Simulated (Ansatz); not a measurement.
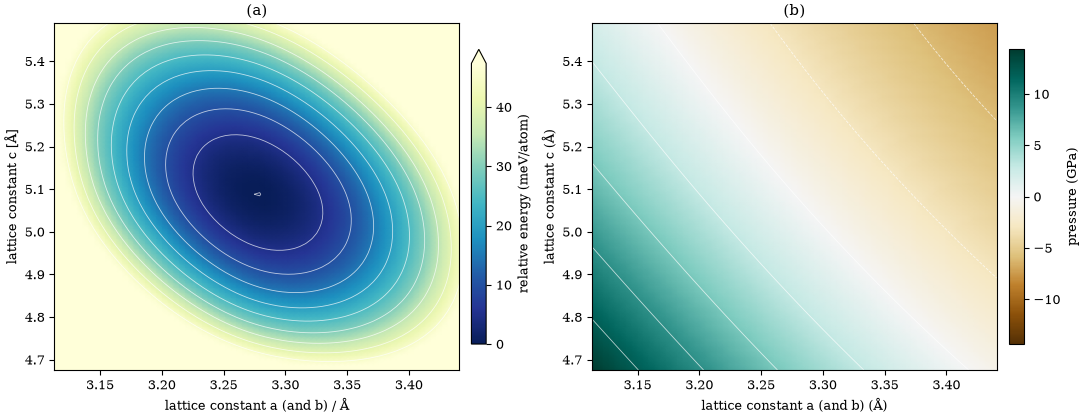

Sc (P6_3/mmc, No. 194; 2 atoms in the cell). 
- The energy is mapped over the lattice constants a and c of the conventional cell.
- The first coordinate is: lattice constant a (and b); the second: lattice constant c.
- Nothing is relaxed (symmetry fixes all fractional coordinates).
- Grid: 5 × 5 points.
- Points are written as (first, second).
- All energies are given in meV/atom relative to the lowest grid point.
- The calculation used DFT PBEsol, scalar-relativistic, plane waves, PAW (Ansatz). Settings: cutoff 520 eV, k-mesh 15×15×10 in the order of the run's cell vectors, gaussian smearing 0.15 eV, no spin polarisation.

Panel (a) is the energy; panel (b) is the computed pressure, in GPa.

Drawn: a smooth colour map with a few white contour lines, one colour for all values above the top of the scale. Between grid points the surface is interpolated.

### How does the pressure vary over the map, and what is it at the lowest grid point?

It runs from −7.3 GPa at (3.441 Å, 5.489 Å) to 14.4 GPa at (3.113 Å, 4.676 Å). At the lowest grid point, (3.277 Å, 5.082 Å), it is 0.1 GPa.
